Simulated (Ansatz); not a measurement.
The structure in question:

```yaml
crystal:
  lattice:
    - [3.95567, 0.00000, 0.00000]
    - [0.00000, 3.95567, 0.00000]
    - [0.00000, 0.00000, 3.95567]
  atoms:
    - { symbol: Ti, position: [0.00000, 0.00000, 0.00000] }
    - { symbol: Al, position: [0.50000, 0.50000, 0.00000] }
    - { symbol: Al, position: [0.50000, 0.00000, 0.50000] }
    - { symbol: Al, position: [0.00000, 0.50000, 0.50000] }
```

Before looking at a picture, describe the arrangement of atoms.

Answer. Formula: TiAl3. Space group Pm-3m (No. 221), lattice primitive cubic. Prototype: Cu₃Au (L1₂) type. Cell content: 1 Ti, 3 Al, that is 1 formula unit. Ti bonds to twelve Al in a cuboctahedral arrangement at 2.80 Å. The Al atoms are each bonded to eight Al and four Ti in a cuboctahedral arrangement (2.80 Å to Al, 2.80 Å to Ti). The bonds build a three-dimensional framework.

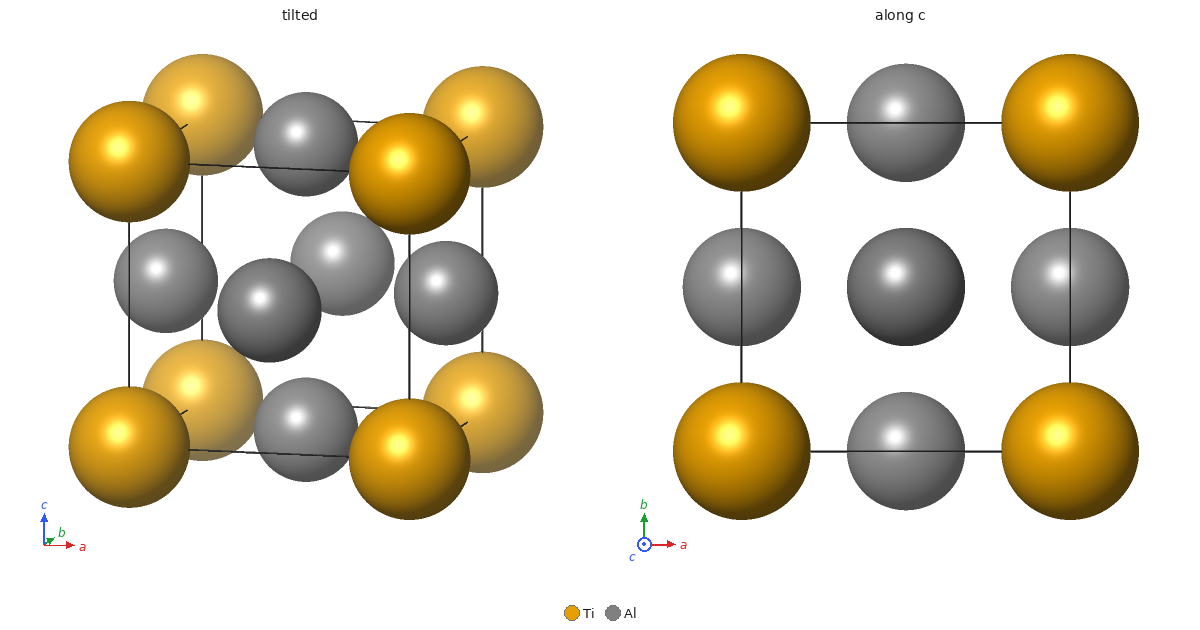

Spheres-only representation of a periodic structure, projected slightly off an axis and along the c axis. The edges of the conventional unit cell are marked. Colours: titanium orange, aluminium grey.

Its origin is a structure listed in the Materials Project. Earlier steps of the study may have refined or changed the cell and positions. Ansatz was used for an electronic-structure calculation on it.
